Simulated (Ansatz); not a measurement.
Take the following structure.

```yaml
crystal:
  lattice:
    - [3.51414, 0.00000, 0.00000]
    - [0.00000, 3.51414, 0.00000]
    - [0.00000, 0.00000, 2.74629]
  atoms:
    - { symbol: Si, position: [0.00000, 0.00000, 0.00000] }
    - { symbol: Si, position: [0.50000, 0.50000, 0.50000] }
```

What crystal do these data define?

The element is silicon. It is body-centred tetragonal, space group I4/mmm (No. 139). The cell holds two atoms. The coordination shell of Si holds ten Si at 2.75 to 2.84 Å. The bonds build a three-dimensional framework.

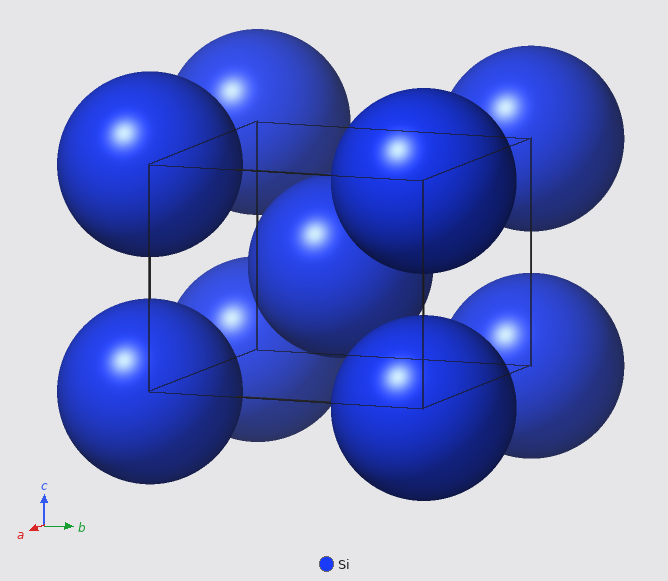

View slightly off an axis, drawn as a space-filling model. The outline marks the conventional unit cell. Colours: silicon blue.

Its origin is a structure listed in the Materials Project. The cell was then strained or its atoms displaced on purpose. A calculation with Ansatz used it as input.

At this level of theory the cell isn't at rest (stretched, at -12 GPa), so its distances can differ from those at equilibrium, the more so the softer the solid.
